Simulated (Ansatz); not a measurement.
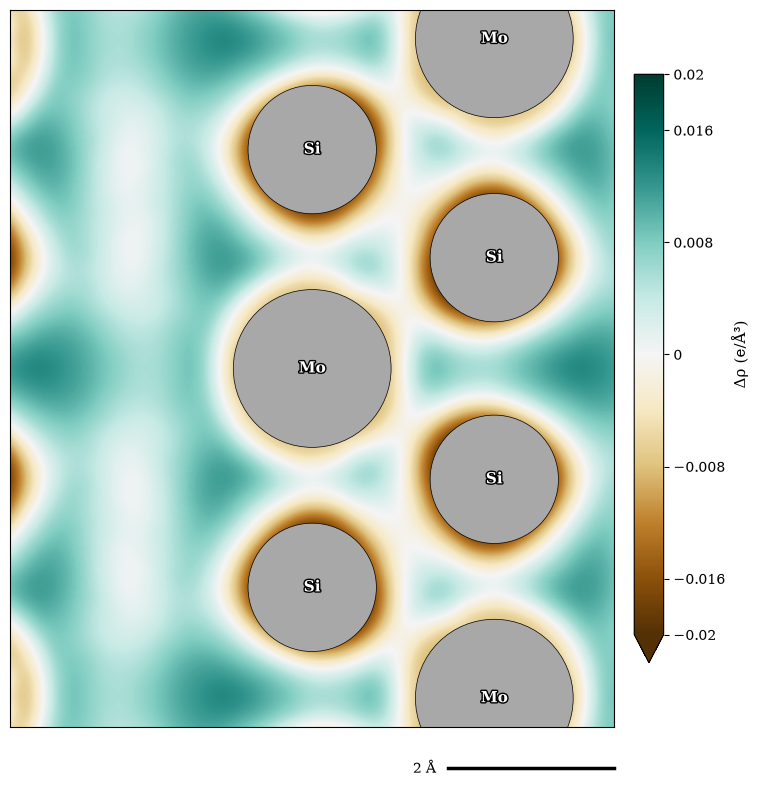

Si2Mo. Difference of the valence pseudo-densities of two functionals at the same geometry, on the (110) plane of the calculation cell: one of BLYP and REVPBE less the other.

Space group P6₂22; a structure from a database of computed crystals, not necessarily the ambient phase.

Both computed with Ansatz (plane waves, PAW), on the same k-point mesh. Grey discs cover the atomic cores.

```
Mo Si
1.0
     4.58547    0.00000    0.00000
    -2.29274    3.97113    0.00000
     0.00000    0.00000    6.57976
Mo Si
3 6
Direct
  0.50000 0.50000 0.83333
  0.00000 0.50000 0.16667
  0.50000 0.00000 0.50000
  0.16387 0.32775 0.50000
  0.67225 0.83613 0.16667
  0.83613 0.16387 0.83333
  0.83613 0.67225 0.50000
  0.32775 0.16387 0.16667
  0.16387 0.83613 0.83333
```

Which was subtracted from which, and what does the map show?

Answer. It is REVPBE less BLYP. Against BLYP, REVPBE gives less density around Si (−0.006 e/Å³ on average at 0.9 Å from the nucleus) and more density in the space between the atoms (+0.009 e/Å³ on average).
